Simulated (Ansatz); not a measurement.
Density-of-states calculation, with input and output: Ag

System: Ag (9 atoms in the cell).
Method: DFT PBE, scalar-relativistic, plane waves, PAW, no spin polarisation (Ansatz 0.2.0).

The structure was built on a prototype by a generator; it need not be a known phase. It belongs to a series of runs on one base structure; here: atoms packed at random at 1.08 times the crystal's volume, relaxed. Figures and captions count atoms from 1; the log counts them from 0 in places.

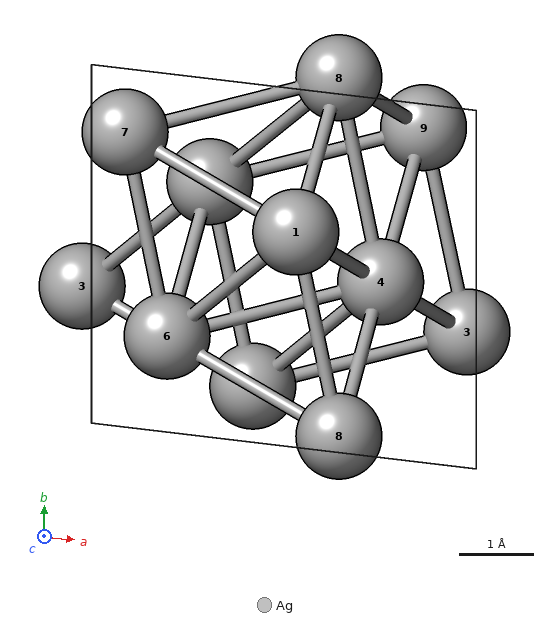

The input geometry (ball-and-stick view of the cell of the calculation, along the c axis; atoms are numbered from 1 in the order of the input). An atom can appear more than once, as a periodic image. Near neighbours in the periodic cell (some may lie outside the picture): Ag has 12 Ag at 2.84 to 3.08 Å.

Input file:
```yaml
crystal:
  lattice:
    - [5.314226, -0.374933, 0.351354]
    - [-0.337787, 5.003911, -0.713609]
    - [0.323451, -0.69821, 6.234147]
  atoms:
    - { symbol: Ag, position: [0.5309459115, 0.6007797687, 0.9307435217] }
    - { symbol: Ag, position: [0.3074508174, 0.7126356378, 0.3750994686] }
    - { symbol: Ag, position: [0.9755210797, 0.3790116125, 0.0421383182] }
    - { symbol: Ag, position: [0.751392753, 0.4900233387, 0.4860414532] }
    - { symbol: Ag, position: [0.4190922334, 0.156729458, 0.152821874] }
    - { symbol: Ag, position: [0.1963923391, 0.2678050262, 0.5971062459] }
    - { symbol: Ag, position: [0.0872428294, 0.8232037872, 0.8196805595] }
    - { symbol: Ag, position: [0.6429168912, 0.0456313105, 0.7087731005] }
    - { symbol: Ag, position: [0.8628692354, 0.9344394211, 0.2636989738] }
basis:
  ecutwfc: 420
kpoints:
  mp_grid: { grid: [6, 7, 6] }
hamiltonian:
  xc: pbe
scf:
  occupations: { method: gaussian, width: 0.1 }
  n_extra_bands: 8
output:
  forces: true
  stress: true
  eigenvalues: true
  populations: true
  dos:
    method: { smearing: { sigma: 0.1, scheme: gaussian } }
    projected: true
    de: 0.02
  write_density: true
  write_potential: true
  elf: true
  volumetric_format: npy
```

Launched with:
```bash
ansatz run input.yaml --threads 2 --pin off --max-ram 5120MiB --backend cpu --events-out ev --progress --plain --runs-dir out
```

What the program printed:
```
scf.n_extra_bands = 8 over 86 filled bands (N_el = 171.0): the run solves 94 bands
Engine: ansatz 0.2.0, x86_64-unknown-linux-gnu
Pseudopotentials: kind: paw
Pseudopotential: Ag, paw, valence charge 19, recommended cutoff 420 eV (normal), Ag.paw.azcp
Functional definition: PBE
  parameter kappa = 0.804
  parameter beta = 0.06672455060314922
  exchange = pbe_x(kappa = kappa, mu = beta*pi^2/3)
  correlation = pbe_c(beta = beta)
Crystal: 9 atoms, lattice volume = 161.941 Å³
Basis set: ecut = 420 eV, 3177 PW (Γ), exchange–correlation on 72×72×90 points (8 copies of the dense FFT grid, shifted against one another)
Bands: 94, of which v1, the nominal top of the filled ones, is band 86 counted from 1 (85 counted from 0)
Symmetry: 1 space group operations
Space group: P1 (ITA 1), of the structure as read, at distance tolerance 5.5e-5 Å
k-points: 128 of 252 (time reversal used)
Non-local potential: Ag, projectors of the file, l = 0: 3, l = 1: 2, l = 2: 2, l = 3: 1
PAW form: soft (Blöchl's): semilocal exchange-correlation on the pseudo side does not see the compensation charge
PAW one-centre angular grid: Ag, 590 points (default); XC on 64 Gauss nodes
Initial density: superposition of atomic densities (neutral atoms: chi_scale 0, normalization atom), corrected by the library's trained network
Initial wavefunctions: pseudopotential atomic-orbital guess
Functional: x = pbe(κ = 0.804, μ = 0.2195149727645171), c = pbe(β = 0.06672455060314922)
SCF iter   1: F=—  HF=-68314.857677 eV  |F-HF|=—  |Δ(HF+E_count)|=         —  Δρ=8.82e-4  dr2=4.19e-4  ethr=1.77e-3  ⟨swp⟩=4.3  Hψ=35697  notcnv=0  defer=5
preconditioner: auto → Kerker (q_TF=auto, 2.753 Å⁻¹)  [metal: Δε(μ)=0.007 eV  Ē_g=7.728 eV  σ=0.100 eV  W_gap=0.04  n_scr=58 (ndim 8)  ℏωp=29.0 eV  f_vac=0.000  D(μ)=2.38/eV (n_scr^D=10)]
SCF iter   2: F=—  HF=-68314.861390 eV  |F-HF|=—  |Δ(HF+E_count)|=   3.71e-3  Δρ=4.74e-4  dr2=1.11e-4  ethr=2.45e-7  ⟨swp⟩=3.0  Hψ=31685  notcnv=0  defer=11
SCF iter   3: F=—  HF=-68314.861673 eV  |F-HF|=—  |Δ(HF+E_count)|=   2.83e-4  Δρ=1.15e-4  dr2=1.26e-5  ethr=6.47e-8  ⟨swp⟩=2.0  Hψ=18047  notcnv=0  defer=11
SCF iter   4: F=—  HF=-68314.861673 eV  |F-HF|=—  |Δ(HF+E_count)|=   2.67e-7  Δρ=2.36e-5  dr2=7.14e-7  ethr=7.35e-9  ⟨swp⟩=2.0  Hψ=18047  notcnv=0  defer=11
iter 5 did not close the SCF: its close was put off for the readings that it lacked (scf_convergence_deferred on its scf_iter line)
SCF iter   5: F=-68314.861673 eV  HF=-68314.861673 eV  |F-HF|=8.99e-9  |Δ(HF+E_count)|=   2.27e-7  Δρ=5.23e-6  dr2=2.77e-8  ethr=4.18e-10  ⟨swp⟩=2.0  Hψ=18015  notcnv=0  defer=11
SCF iter   6: F=-68314.861673 eV  HF=-68314.861673 eV  |F-HF|=3.25e-9  |Δ(HF+E_count)|=   1.66e-8  Δρ=1.90e-6  dr2=4.54e-9  ethr=1.62e-11  ⟨swp⟩=8.0  Hψ=73447  notcnv=0
SCF 1 converged in 6 iterations: F = -68314.861673 eV  dr2 = 4.54e-9
  greatest PAW one-centre occupation: 1.000 electrons in one spin orbital (limit 2), on the Ag atom at site 4 (counted from 0), in its partial waves of l = 0
```

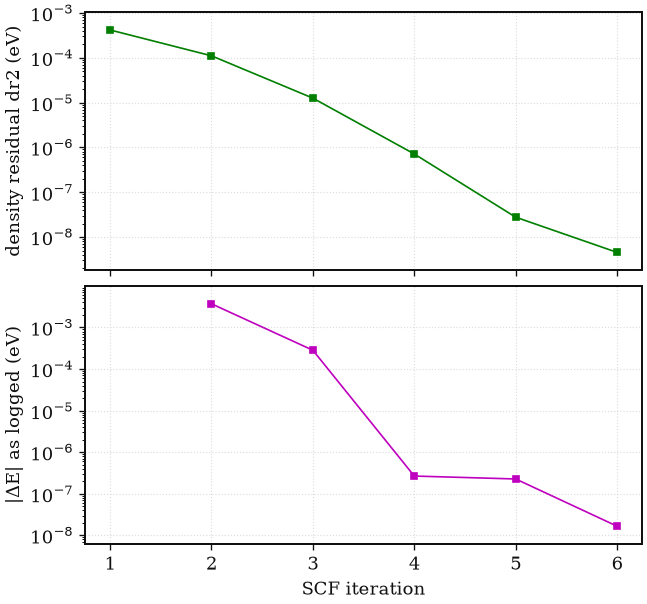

Convergence of the self-consistent field: density residual dr2 and size of the energy change against the SCF iteration. The residual falls at every step.

```
SCF converged after 6 iterations
Free energy (F): -68314.861673 eV
Harris-Foulkes:  -68314.861673 eV  (|F-HF|=3.25e-9)
Internal energy: -68314.849768 eV  (E = F + TS)
E sigma→0 (E₀):  -68314.855721 eV
Entropy (-TS):   -0.011905 eV (-1.323 meV/atom)
Fermi energy:    16.220385 eV
--- Per-component energies (eV) ---
  E_band       = -2285.230815
  E_kinetic    = 4742.483742
  E_local      = -20527.708521  (includes V_loc(G=0)·N_el)
  E_nonlocal   = 720.575346
  E_hartree    = 9297.654536
  E_xc         = -1662.130489
  E_vxc        = -2111.743671  (∫ρ·V_xc dr)
  E_paw        = -35118.388547  (= ΣΔE_a)
  E_vpaw       = -3704.142583  (= ΣTr[D̂ρ^β])
  E_aug_tail   = 0.002840  (compensation charges beyond the density's cutoff)
  E_ewald      = -25767.338677
  E_smearing   = -0.011905  (= −TS)
  E_closure    = 0.000000  (closes the sum)
  Σ components = -68314.861673   (vs F -68314.861673, Δ=0.00e0)
--- Forces (eV/Å), atoms counted from 1 ---
  atom   1  Ag    -0.00421956     0.00193265    -0.00282595
  atom   2  Ag     0.00824726    -0.00055599     0.00213997
  atom   3  Ag    -0.00512269    -0.00021311    -0.00597443
  atom   4  Ag     0.01247280     0.00026247     0.00542125
  atom   5  Ag     0.00221062    -0.00127420     0.00075173
  atom   6  Ag     0.00874636    -0.00229448     0.00559287
  atom   7  Ag    -0.01327803     0.00188243    -0.00283198
  atom   8  Ag    -0.01635000     0.00068425    -0.00590209
  atom   9  Ag     0.00729339    -0.00042349     0.00362893
  max |Σ_I F_I| component: 5.17e-7 eV/Å
--- Stress (GPa, compression-positive) ---
       -3.298907      -0.348177      -1.699588
       -0.348177       0.418297       0.108192
       -1.699588       0.108192       2.019277
  P = ⅓ Tr σ = -0.2871 GPa (-2.871 kbar)
--- Band table (eV; the first three rows and the last of 128) ---
  k-point 0: bands = ["-75.6599", "-75.6478", "-75.6466", "-75.6450", "-75.6448", "-75.6434", "-75.6433", "-75.6420", "-75.6420", "-39.1870", "-39.1870", "-39.1867", "-39.1866", "-39.1678", "-39.1677", "-39.1606", "-39.1603", "-39.1592", "-39.1568", "-39.1244", "-39.1243", "-39.1208", "-39.1192", "-39.1125", "-39.1124", "-39.0998", "-39.0998", "-39.0918", "-39.0917", "-39.0900", "-39.0886", "-39.0869", "-39.0866", "-39.0678", "-39.0660", "-39.0632", "8.7794", "10.5560", "10.5562", "10.6471", "10.6500", "10.7388", "10.7395", "10.8029", "10.8054", "10.9320", "10.9321", "11.2874", "11.2919", "11.2921", "11.3084", "11.3167", "11.4113", "11.4134", "11.5681", "11.6510", "11.6558", "11.7235", "11.7236", "11.8053", "11.9269", "11.9304", "11.9371", "11.9375", "12.0451", "12.0461", "12.1066", "12.1103", "12.3930", "12.4464", "12.4479", "12.6483", "12.6487", "12.6944", "12.8511", "12.8548", "12.9726", "12.9728", "13.0810", "13.0852", "13.2543", "13.2546", "15.1687", "15.1691", "16.5412", "16.5577", "17.5471", "17.5487", "19.5439", "19.5449", "20.4528", "20.4912", "21.6403", "21.6414"]
  k-point 1: bands = ["-75.6593", "-75.6488", "-75.6477", "-75.6455", "-75.6445", "-75.6433", "-75.6423", "-75.6419", "-75.6417", "-39.1956", "-39.1906", "-39.1816", "-39.1806", "-39.1722", "-39.1685", "-39.1682", "-39.1484", "-39.1482", "-39.1473", "-39.1419", "-39.1383", "-39.1257", "-39.1142", "-39.1037", "-39.0997", "-39.0991", "-39.0967", "-39.0964", "-39.0953", "-39.0928", "-39.0915", "-39.0827", "-39.0808", "-39.0719", "-39.0675", "-39.0659", "8.9131", "10.3445", "10.3939", "10.6792", "10.7817", "10.7965", "10.8158", "10.8554", "10.9434", "10.9670", "10.9951", "11.0968", "11.1120", "11.2999", "11.3178", "11.3350", "11.3385", "11.5050", "11.5366", "11.6162", "11.6253", "11.6445", "11.6985", "11.7301", "11.7592", "11.8020", "11.8303", "11.9673", "12.0802", "12.2383", "12.3517", "12.3920", "12.4159", "12.4271", "12.5140", "12.5331", "12.5962", "12.6241", "12.6536", "12.9438", "13.0463", "13.0600", "13.1382", "13.1462", "13.1971", "13.3720", "13.8596", "16.1791", "16.8160", "16.8995", "17.1839", "18.1845", "18.6546", "19.4929", "20.3900", "20.7243", "21.7618", "21.7883"]
  k-point 2: bands = ["-75.6574", "-75.6510", "-75.6498", "-75.6448", "-75.6446", "-75.6432", "-75.6418", "-75.6412", "-75.6410", "-39.1937", "-39.1911", "-39.1867", "-39.1816", "-39.1762", "-39.1754", "-39.1667", "-39.1516", "-39.1423", "-39.1388", "-39.1362", "-39.1331", "-39.1269", "-39.1067", "-39.1048", "-39.1047", "-39.1019", "-39.0986", "-39.0984", "-39.0943", "-39.0888", "-39.0884", "-39.0875", "-39.0757", "-39.0754", "-39.0718", "-39.0684", "9.2975", "10.1235", "10.4033", "10.4659", "10.6854", "10.8845", "10.8980", "10.9020", "10.9063", "10.9834", "11.0400", "11.0796", "11.1056", "11.1486", "11.1699", "11.3139", "11.4274", "11.4559", "11.5006", "11.5430", "11.6294", "11.6769", "11.6886", "11.7457", "11.7622", "11.7701", "11.7876", "11.9858", "12.0263", "12.2714", "12.3704", "12.3865", "12.3985", "12.4315", "12.4802", "12.5534", "12.5747", "12.6192", "12.9080", "12.9872", "13.0261", "13.1612", "13.1780", "13.1979", "13.2268", "13.3260", "13.3585", "15.7557", "17.1415", "17.3785", "17.9427", "18.6945", "18.9283", "19.0560", "19.1728", "21.5925", "21.6574", "21.7302"]
  k-point 127: bands = ["-75.6521", "-75.6499", "-75.6475", "-75.6474", "-75.6454", "-75.6446", "-75.6438", "-75.6427", "-75.6416", "-39.2066", "-39.2040", "-39.1862", "-39.1834", "-39.1632", "-39.1621", "-39.1610", "-39.1347", "-39.1325", "-39.1236", "-39.1233", "-39.1173", "-39.1138", "-39.1119", "-39.1105", "-39.1075", "-39.1062", "-39.1044", "-39.1033", "-39.1017", "-39.0941", "-39.0931", "-39.0897", "-39.0893", "-39.0865", "-39.0791", "-39.0768", "10.2250", "10.2514", "10.3938", "10.4128", "10.4570", "10.5022", "10.6877", "10.7445", "10.7531", "10.7859", "10.8445", "10.9540", "10.9835", "11.0463", "11.0635", "11.1699", "11.2030", "11.4962", "11.5327", "11.5880", "11.6193", "11.7643", "11.8432", "11.8839", "12.0261", "12.2957", "12.3050", "12.3161", "12.3632", "12.3852", "12.4475", "12.4570", "12.6200", "12.7175", "12.7583", "12.8811", "12.8973", "12.9724", "13.0229", "13.1167", "13.1284", "13.1589", "13.1980", "13.2106", "13.2340", "13.3573", "13.7902", "14.3903", "14.7583", "15.2556", "16.1712", "16.5529", "17.4782", "17.5045", "20.0452", "22.3055", "22.7630", "24.1853"]
--- Löwdin populations: 9 sites ---
  site symbol       q [e]
     0     Ag     18.8782
     1     Ag     18.8781
     2     Ag     18.8782
     3     Ag     18.8780
     4     Ag     18.8781
     5     Ag     18.8780
     6     Ag     18.8780
     7     Ag     18.8780
     8     Ag     18.8782
  spilling = 0.006416 (of n_electrons = 171.000000)
```

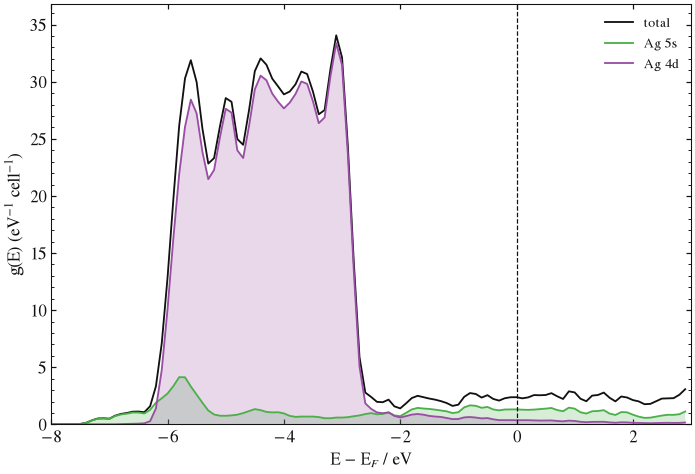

Density of states (projected on Löwdin-orthogonalised atomic shells), with energies from the Fermi level. There are states at the Fermi level: a metal at this level of theory.

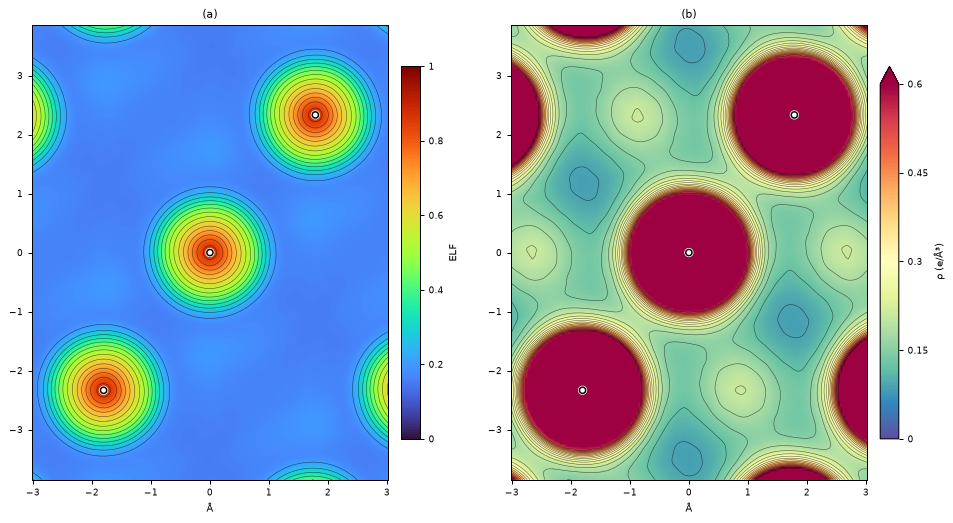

(a) electron localisation function; (b) valence electron density on the (011̄) plane of the calculation cell. Circles mark the nuclei in the plane (Ag). The section cuts through Ag sites. Ag–Ag (2.95 Å): ρ at the midpoint is about 0.19 e/Å³; the ELF is about 0.15 at the midpoint; no localised pair between them. Away from the nuclei the density in this plane falls to 0.08 e/Å³ at its lowest. The strong features right at Ag lie inside the PAW spheres (semicore, d or f shells) and say nothing about bonding. In a PAW calculation such maps are meaningful between the atoms, not at the nuclei.

Key numbers:

```tsv
quantity	value
outcome	converged
space group (tolerance 0.01 Å)	P-1 (2)
electrons treated	171
free energy	−68314.8617 eV
Fermi energy	16.220 eV
gap on the k-point mesh	none (metallic)
pressure	−0.29 GPa
largest force (length of the vector)	0.017 eV/Å
hardware	2 threads of AMD EPYC (Zen 3), 189 GiB of memory available, shared host
wall time	4.7 min (CPU time 8.7 min)
peak memory	1.4 GiB
```
